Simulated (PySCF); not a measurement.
# doublet [C2H2Cl2]− at 6 levels

Wanted: a comparison of 6 runs (U-r2SCAN/def2-SVPD, U-revPBE/def2-SVPD, UB3LYP/def2-SVPD, UM06-2X/def2-SVPD, UPBE0/def2-SVPD, UTPSS/def2-SVPD) of doublet [C2H2Cl2]−. The job is set up through a Python script.

The results are computed with PySCF 2.14.0.

## (1) The molecule

[C2H2Cl2]−: 6 atoms, total charge -1, spin state doublet. SMILES of the parent species: `Cl/C=C/Cl`. The coordinates come from a PBE0-D4/def2-TZVP relaxation. That shape belongs to the parent species and isn't relaxed for this state.

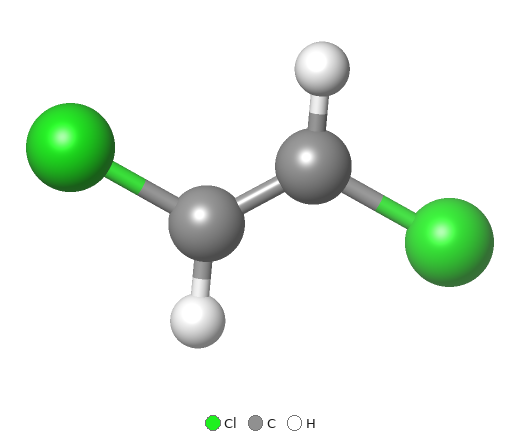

The structure, seen from a chosen angle (chlorine green, carbon grey, hydrogen white).

## (2) A single-point energy at U-r2SCAN/def2-SVPD (run 1)

Input file start.xyz:

```xyz
6

Cl     1.726250    -0.267740     1.230110
C      0.613530    -0.235150    -0.073010
C     -0.613540     0.235140     0.072990
Cl    -1.726280     0.267740    -1.230080
H      0.994090    -0.624970    -1.007430
H     -0.994050     0.624960     1.007430
```

Input file job.py:

```python
from pyscf import gto, dft

system = gto.M(
    atom='start.xyz',
    verbose=3,
    max_memory=1860,
    charge=-1,
    spin=1,
    basis='def2-svpd',
)

calc0 = dft.UKS(system, xc='r2scan')
calc0.grids.level = 5
calc0.conv_tol = 1e-10
calc0.kernel()
if not calc0.converged:
    calc0 = calc0.newton().run(calc0.mo_coeff, calc0.mo_occ)

e_final = calc0.e_tot
print('Final energy', e_final)
```

Launch:

```console
$ OMP_NUM_THREADS=1 python job.py
```

Output:

```text
WARN: HOMO -0.0831643104100164 >= LUMO -0.0831643104100168

converged SCF energy = -997.301335403881  <S^2> = 0.7552263  2S+1 = 2.0052195
Final energy -997.3013354038811
```

Run time: 1.7 min. Hardware: 1 thread of Arm Neoverse V1, shared host; peak memory 0.64 GiB.

## (3) The energy at U-revPBE/def2-SVPD (run 2)

Input file input.xyz:

```xyz
6
C2H2Cl2
Cl     1.726250    -0.267740     1.230110
C      0.613530    -0.235150    -0.073010
C     -0.613540     0.235140     0.072990
Cl    -1.726280     0.267740    -1.230080
H      0.994090    -0.624970    -1.007430
H     -0.994050     0.624960     1.007430
```

Input file job.py:

```python
from pyscf import gto, dft

molecule = gto.M(
    atom='input.xyz',
    spin=1,
    charge=-1,
    verbose=3,
    basis='def2-svpd',
    max_memory=1860,
)

mf = dft.UKS(molecule)
mf.xc = 'revpbe'
mf.conv_tol = 1e-10
mf.grids.level = 5
mf.kernel()
if not mf.converged:
    mf = mf.newton().run(mf.mo_coeff, mf.mo_occ)

energy = mf.e_tot
print('Final energy', energy)
```

Launch:

```console
$ OMP_NUM_THREADS=1 python job.py
```

Output:

```text
converged SCF energy = -997.222555739119  <S^2> = 0.75208733  2S+1 = 2.0020862
Final energy -997.2225557391185
```

Wall time 1.8 min (1 thread of Arm Neoverse V1, shared host); peak memory 0.61 GiB.

Runs 3 to 4 aren't shown in full; the table further down has their settings and results.

## (4) A single-point energy at UPBE0/def2-SVPD (run 5)

Input file input.py:

```python
from pyscf import gto, dft

mol = gto.M(
    atom='''
Cl   1.726250  -0.267740   1.230110
C    0.613530  -0.235150  -0.073010
C   -0.613540   0.235140   0.072990
Cl  -1.726280   0.267740  -1.230080
H    0.994090  -0.624970  -1.007430
H   -0.994050   0.624960   1.007430
''',
    charge=-1,
    max_memory=1860,
    basis='def2-svpd',
    verbose=3,
    spin=1,
)

myscf = dft.UKS(mol, xc='pbe0')
myscf.conv_tol = 1e-10
myscf.grids.level = 5
myscf.kernel()
if not myscf.converged:
    myscf = myscf.newton().run(myscf.mo_coeff, myscf.mo_occ)

e_tot = myscf.e_tot
print('E(%s) = %.9f' % ('PBE0', e_tot))
```

Launch:

```console
$ OMP_NUM_THREADS=1 python input.py
```

Output:

```text
WARN: HOMO -0.0620163376008911 >= LUMO -0.062016337600892

converged SCF energy = -997.013923621543  <S^2> = 0.75399679  2S+1 = 2.0039928
E(PBE0) = -997.013923622
```

Wall time 44 s (1 thread of Arm Neoverse V1, shared host); peak memory 0.61 GiB.

## (5) A single-point energy at UTPSS/def2-SVPD (run 6)

Input file calc.py:

```python
from pyscf import gto, dft

mol = gto.Mole()
mol.atom = '''
Cl       1.726250      -0.267740       1.230110
C        0.613530      -0.235150      -0.073010
C       -0.613540       0.235140       0.072990
Cl      -1.726280       0.267740      -1.230080
H        0.994090      -0.624970      -1.007430
H       -0.994050       0.624960       1.007430
'''
mol.max_memory = 1860
mol.charge = -1
mol.basis = 'def2-svpd'
mol.spin = 1
mol.verbose = 4
mol.build()

mf = dft.UKS(mol, xc='tpss')
mf.conv_tol = 1e-10
mf.grids.level = 5
mf.kernel()
if not mf.converged:
    mf = mf.newton().run(mf.mo_coeff, mf.mo_occ)

energy = mf.e_tot
print(f'total energy: {energy:.8f} hartree')
```

Launch:

```console
$ OMP_NUM_THREADS=1 python calc.py
```

Output:

```text
PySCF version 2.14.0

[... 56 lines left out ...]
WARN: HOMO -0.0874049630931704 >= LUMO -0.0874049630931699
[... 126 lines left out ...]
converged SCF energy = -997.465120839728  <S^2> = 0.75352555  2S+1 = 2.0035225
total energy: -997.46512084 hartree
```

Wall time 3.9 min (1 thread of Arm Neoverse V1, shared host); peak memory 0.64 GiB.

## (6) All runs side by side

```
run               level  energy (Eh)  HOMO energy (eV)  LUMO energy (eV)   ⟨S²⟩  wall time
  1  U-r2SCAN/def2-SVPD  -997.301335              4.02              4.52  0.755    1.7 min
  2  U-revPBE/def2-SVPD  -997.222556              3.36              3.46  0.752    1.8 min
  3    UB3LYP/def2-SVPD  -997.438698              3.37              4.42  0.753       44 s
  4   UM06-2X/def2-SVPD  -997.343406              2.31              4.90  0.754    1.8 min
  5     UPBE0/def2-SVPD  -997.013924              3.19              4.66  0.754       44 s
  6     UTPSS/def2-SVPD  -997.465121              3.62              3.78  0.754    3.9 min
```

## (7) Results

```
                                 quantity          value
                      run 6: total energy  -997.46512 Eh
run 6: HOMO energy (highest over α and β)        3.62 eV
 run 6: LUMO energy (lowest over α and β)        3.78 eV
                              run 6: ⟨S²⟩          0.754
```

**Reading.** Totals of different functionals can't be ranked against each other. In runs 1, 2, 3, 4, 5, 6 the HOMO lies above zero, so the outermost electron may be held by the basis alone. All runs together took 11 min, the longest 3.9 min.
